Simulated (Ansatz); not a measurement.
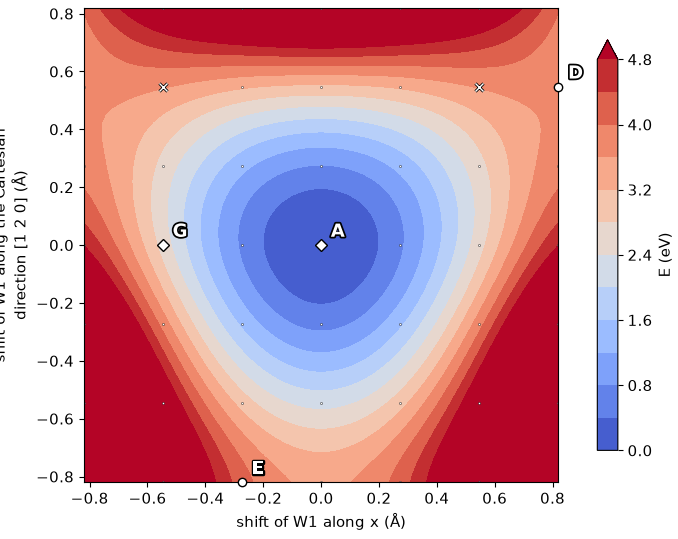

WSe2 (P6_3/mmc, No. 194; 6 atoms in the cell). 
- One atom moved over a plane, all else fixed (x along [1 0 0], y along [1 2 0], z along [0 0 1] of the conventional cell).
- Coordinates scanned: (1) shift of W1 along x; (2) shift of W1 along the Cartesian direction [1 2 0].
- Nothing is relaxed (all other atoms fixed).
- The grid has 7 × 7 points; 27 points were computed and 20 follow by symmetry. At 2 points there is no value.
- Points are written as (first, second).
- Energies are in eV per cell, from the lowest grid point.
- The band gap closes in part of the range.
- These are results of Ansatz 0.2.0, DFT LDA+D3(BJ), scalar-relativistic, plane waves, PAW, not measurements. Settings: cutoff 420 eV, k-mesh 12×12×4 in the order of the run's cell vectors, gaussian smearing 0.05 eV, no spin polarisation.

In the figure: filled contours, crosses at grid points without a value, dots at the grid points, one colour for all values above the top of the scale, lettered points. Between grid points the surface is interpolated.

Is A the lowest point of the computed grid?

Yes. A, at (0.000 Å, 0.000 Å), has the lowest energy of the grid.

What kind of point is each of A, G: minimum, saddle, maximum or slope?

A: minimum; G: on a slope. (In these two coordinates alone; a stationary point may lie a little off the grid point.)

Which space group has the cell at each letter?

A: P6_3/mmc; D: Pm; E: Pm; G: Pm.

PAW datasets: the set soft_1.
